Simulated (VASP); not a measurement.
Ru

The calculation's input:

```
SYSTEM = Ru
PREC = Accurate
ENCUT = 520
EDIFF = 1E-6
ISMEAR = 0
SIGMA = 0.15
LREAL = .FALSE.
LASPH = .TRUE.
NELM = 100
ALGO = Fast
ISIF = 2
LWAVE = .FALSE.
LCHARG = .TRUE.
LELF = .TRUE.
LVHAR = .TRUE.
NBANDS = 13
```

Run with:

```sh
cat potpaw_LDA.64/Ru_pv/POTCAR > POTCAR
mpirun -np 1 vasp_std > vasp.out
```

Below, planes, directions and counts refer to the conventional cell (a = 2.79 Å, b = 2.79 Å, c = 3.72 Å, α = 90.00°, β = 90.00°, γ = 90.00°).

Space group I4/mmm; changed on purpose from its base cell (strain +0.030 along x and y, -0.030 along z, atoms carried along); computed pressure about −26 GPa in this cell.

All numbers below come from VASP, Kohn-Sham DFT of a periodic cell, LDA, VASP PAW LDA potentials, recommended.

Question: What will maps of the valence pseudo-density and electron localisation function show?

Answer: Ru–Ru (2.71 Å): ρ is about 0.38 e/Å³ halfway; the ELF is about 0.30 at the midpoint.

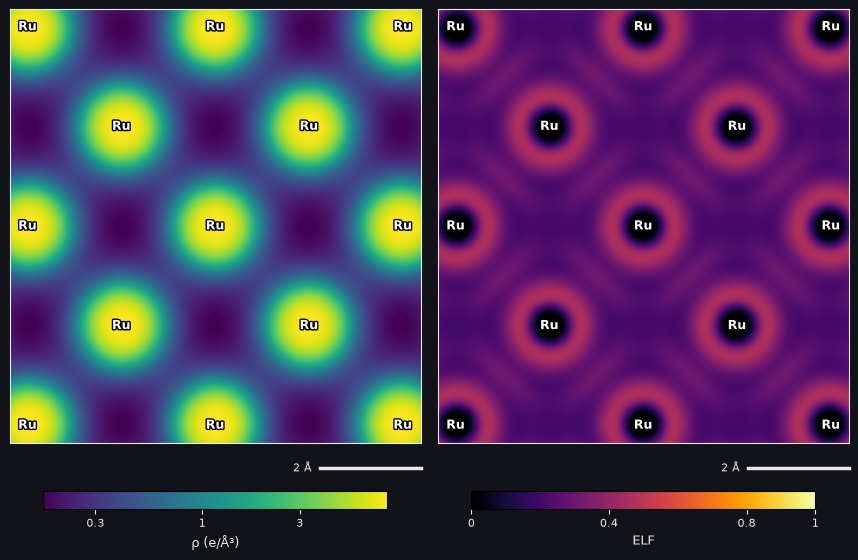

Computed valence pseudo-density and electron localisation function on the (110) plane of the conventional cell, in this order. 
